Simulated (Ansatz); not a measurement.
# G0W0 on several functionals: CdS (Greenockite), part 2 of 2

Aim: G0W0 for CdS (Greenockite) on several starting functionals, at one mesh, band count and screening cutoff.

Ansatz 0.2.0; G0W0 on several functionals, plane waves, PAW. Known limits of the many-body steps: not at the basis limit; no spin-orbit coupling; coarse k mesh.

So far. Step 4 (G0W0 on r2SCAN): Against the run with 6×6×2 mesh, 225 empty bands, screening to 100 eV, PAW set soft_1 files on PBE, the gap moves by +0.30 eV, while the start moved by +0.46 eV. Step 5 (G0W0 on HSE06): Against the run with 6×6×2 mesh, 225 empty bands, screening to 100 eV, PAW set soft_1 files on r2SCAN, the gap moves by +0.28 eV, while the start moved by +0.57 eV.

In doubt: masses and optical values from hybrid runs of this build are listed as unsure (steps 5, 6, 7), which bears on the screening that GW takes from such a start.

### Step 6. G0W0 on PBE0

This step: G0W0 on PBE0, plane waves, PAW; PAW set soft_1.

Contents of input.yaml:

```yaml
crystal:
  lattice:
    - [4.137, 0.0, 0.0]
    - [-2.0685, 3.5827470955, 0.0]
    - [0.0, 0.0, 6.7144]
  atoms:
    - { symbol: Cd, position: [0.6666666667, 0.3333333333, 0.0] }
    - { symbol: Cd, position: [0.3333333333, 0.6666666667, 0.5] }
    - { symbol: S, position: [0.6666666667, 0.3333333333, 0.375] }
    - { symbol: S, position: [0.3333333333, 0.6666666667, 0.875] }
kpoints:
  mp_grid: { grid: [6, 6, 2] }
hamiltonian:
  xc: pbe0
  pseudopotentials: { kind: paw, azcp: { folder: soft_1 } }
scf:
  occupations: { method: fixed }
gw:
  n_empty_bands: 225
  ecut_chi: 100
  qp_bands: [v2, c2]
  qp_kpoints: band_edges
  screening: { model: contour_deformation }
```

Run with:

```console
> ansatz run input.yaml --threads 3 --pin off --max-ram 92160MiB --backend cuda --events-out ev --progress --plain --runs-dir out --devices 1 --max-vram 13GiB
```

Numbers of over 12 decimals in the logs are rounded to 6 here.

Log:

```text
GPUs: using 1 of 1 available (devices: 1).
[...]
GPU FFT provider: cuFFT
GPU libraries: cuBLAS 13.8.2, cuFFT 12.4.0, cuSOLVER 12.3.4
Crystal: 4 atoms, lattice volume = 99.520 Å³
Basis set: ecut = 420 eV, 1943 PW (Γ)
Bands: 32, of which v1, the nominal top of the filled ones, is band 26 counted from 1 (25 counted from 0)
Symmetry: 12 space group operations
[...]
k-points: 14 of 72
[...]
1    27     10.4860    -8.1303    -3.5895   -11.6890  0.8313    10.4552    10.4552  root
     1    28     10.4860    -8.1303    -3.5895   -11.6890  0.8313    10.4552    10.4552  root
[...]
13    25      4.6330   -19.1281     2.1276   -16.9868  0.7957     4.6193     4.6193  root
    13    26      4.6330   -19.1281     2.1276   -16.9868  0.7957     4.6193     4.6193  root
    13    27     12.1308    -7.7419    -3.8479   -11.6249  0.8280    12.1659    12.1659  root
    13    28     12.1308    -7.7419    -3.8479   -11.6249  0.8280    12.1659    12.1659  root
[key lines of the parts left out:]
Free energy (F): -18323.606058 eV
Fermi energy:    5.860024 eV
```

The job ended after 32 s (1 × NVIDIA H100 80GB HBM3 (shared by 6 runs) with 3 threads of AMD EPYC 7R13 (Zen 3), shared host; peak memory 1.7 GiB; 31 s of CPU time).

Numbers from this step:

| Property | Result |
| --- | --- |
| bands summed | 251 |
| RPA ε∞ on this mesh (eigenvalues) | 4.147, 4.147, 4.201 |
| plane waves in the screening matrix | 233 |
| G0W0 gap on the mesh | 2.742 eV |
| k of the valence top | 0, 0, 0 |
| k of the conduction bottom | 0, 0, 0 |
| starting gap on the mesh | 2.895 eV |
| least direct G0W0 gap on the computed points | 2.742 eV |

Against the run with 6×6×2 mesh, 225 empty bands, screening to 100 eV, PAW set soft_1 files on HSE06, the gap moves by +0.20 eV, while the start moved by +0.65 eV.

### Step 7. G0W0 on Hartree-Fock

This step: G0W0 on Hartree-Fock, plane waves, PAW; PAW set soft_1.

input.yaml: that of step 6 with these lines changed.

```diff
@@ -13,3 +13,3 @@
 hamiltonian:
-  xc: pbe0
+  xc: hf
   pseudopotentials: { kind: paw, azcp: { folder: soft_1 } }
```

Log:

```text
GPUs: using 1 of 1 available (devices: 1).
[...]
GPU FFT provider: cuFFT
GPU libraries: cuBLAS 13.8.2, cuFFT 12.4.0, cuSOLVER 12.3.4
Crystal: 4 atoms, lattice volume = 99.520 Å³
Basis set: ecut = 420 eV, 1943 PW (Γ)
Bands: 32, of which v1, the nominal top of the filled ones, is band 26 counted from 1 (25 counted from 0)
Symmetry: 12 space group operations
[...]
k-points: 14 of 72
[...]
1    27     14.3667    -6.7798    -2.8452    -6.7844  0.9000    11.5470    11.5262  root
     1    28     14.3667    -6.7798    -2.8452    -6.7844  0.9000    11.5470    11.5262  root
[...]
13    25      2.4944   -18.9358     1.5249   -18.9043  0.8794     3.9806     3.9878  root
    13    26      2.4944   -18.9358     1.5249   -18.9043  0.8794     3.9806     3.9878  root
    13    27     16.1523    -6.4380    -2.9029    -6.4694  0.8999    13.3034    13.2808  root
    13    28     16.1523    -6.4380    -2.9029    -6.4694  0.8999    13.3034    13.2808  root
[key lines of the parts left out:]
Free energy (F): -18174.245032 eV
Fermi energy:    3.922789 eV
```

It took 34 s on 1 × NVIDIA H100 80GB HBM3 (shared by 6 runs) with 3 threads; peak memory 1.7 GiB.

Numbers from this step:

```
bands summed                                 : 251
RPA ε∞ on this mesh (eigenvalues)            : 2.440, 2.440, 2.450
plane waves in the screening matrix          : 233
G0W0 gap on the mesh                         : 4.419 eV
k of the valence top                         : 0, 0, 0
k of the conduction bottom                   : 0, 0, 0
starting gap on the mesh                     : 8.597 eV
least direct G0W0 gap on the computed points : 4.419 eV
```

Against the run with 6×6×2 mesh, 225 empty bands, screening to 100 eV, PAW set soft_1 files on PBE0, the gap moves by +1.68 eV, while the start moved by +5.70 eV.

### Step 8. The starts together

All on the 6×6×2 mesh with 225 empty bands and screening to 100 eV. Times are wall times on 1 × NVIDIA H100 80GB HBM3 (shared by 6 runs) with 3 threads of AMD EPYC 7R13 (Zen 3), shared host, good to a factor of about two.

```tsv
start	starting gap (eV)	shift (eV)	G0W0 gap (eV)	RPA ε∞ (harmonic mean)	Z (valence, conduction)	time
LDA	0.93	+0.88	1.82	9.47	0.73, 0.77	14 s
PBE	1.22	+0.75	1.97	7.04	0.75, 0.79	20 s
r2SCAN	1.68	+0.58	2.26	5.48	0.77, 0.81	14 s
HSE06	2.24	+0.30	2.54	4.60	0.79, 0.83	28 s
PBE0	2.90	−0.15	2.74	4.16	0.80, 0.84	32 s
Hartree-Fock	8.60	−4.18	4.42	2.44	0.88, 0.90	34 s
```

How the two edges are built up, in eV (the quasiparticle level is the starting level plus Σx plus Σc less Vxc):

```tsv
run	edge	start	Σx	Σc	Vxc	Z	QP
LDA	valence top	6.58	-20.76	2.16	-18.24	0.73	6.22
LDA	conduction bottom	7.52	-8.94	-3.59	-13.05	0.77	8.03
PBE	valence top	6.87	-20.83	2.22	-18.08	0.75	6.33
PBE	conduction bottom	8.08	-8.72	-3.53	-12.46	0.79	8.30
r2SCAN	valence top	6.60	-20.90	2.16	-18.33	0.77	6.19
r2SCAN	conduction bottom	8.28	-8.33	-3.52	-12.03	0.81	8.46
HSE06	valence top	6.22	-20.62	1.99	-18.44	0.79	6.04
HSE06	conduction bottom	8.46	-8.16	-3.47	-11.75	0.83	8.58
```

For a hybrid start, Vxc holds its share of exact exchange.

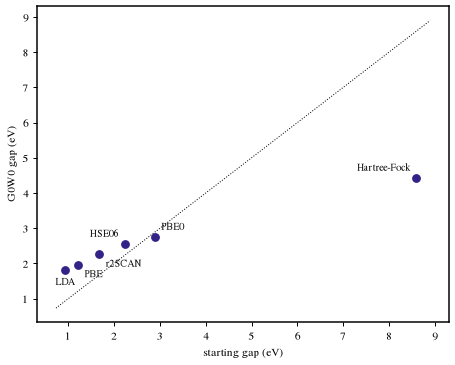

G0W0 gap against starting gap; on the dotted line the correction would vanish.

### Step 9. What came out

| Item | Value |
| --- | --- |
| G0W0@LDA | 1.82 eV (start 0.93 eV) |
| G0W0@PBE | 1.97 eV (start 1.22 eV) |
| G0W0@r2SCAN | 2.26 eV (start 1.68 eV) |
| G0W0@HSE06 | 2.54 eV (start 2.24 eV) |
| G0W0@PBE0 | 2.74 eV (start 2.90 eV) |
| G0W0@Hartree-Fock | 4.42 eV (start 8.60 eV) |
| known limits | not at the basis limit; no spin-orbit coupling; coarse k mesh |

What this shows: The starting gaps span 7.66 eV and the G0W0 gaps 2.60 eV. Between LDA and Hartree-Fock, 2.60 eV of the 7.66 eV survives, 34 %. Hartree-Fock screens less than LDA (ε∞ 2.44 against 9.47). Of the 2.60 eV by which its G0W0 gap is higher, the correlation part gives +1.53 eV, and exchange with the one-particle terms, which follow the orbitals, +1.07 eV. On PBE0 and Hartree-Fock the correction is negative: that start lies above its own G0W0 value. The smallest correction, −0.15 eV, is on PBE0, the start nearest to reproducing itself. Bands and cutoff are finite, so the gap is not at the basis limit. The miss can reach some tenths of an eV and take either sign; the mesh is an error of its own. The 6×6×2 mesh is coarse for this cell (its supercell is 13 Å along the shortest edge). The RPA ε∞ on it, from the LDA start, is 9.47 and 9.48; such meshes misread the long-range screening, most where the gap is narrow. The program warns that the mesh is coarse for exact exchange, which bears on the hybrid start's gap. The many-body steps are scalar-relativistic: spin-orbit coupling is not in them.

[Paths, hosts, dates, memory and timing lines, banners, echoed tables and standing remarks are left out of the program output.]

[Logs are printed without paths, hosts, clocks, repeated set-up lines and the standing remarks that a program may print on its own settings, such as how far it seeks lower states.]

[Runs of the session that timed out or met a known fault of the program may be left out.]

[Cells called generated may have been cut or substituted from an entry of the Crystallography Open Database or the Materials Project.]

[Hosts, paths, dates, database ids (printed as entryN), source tags and the programs' standing remarks are cut or masked in the printed files.]
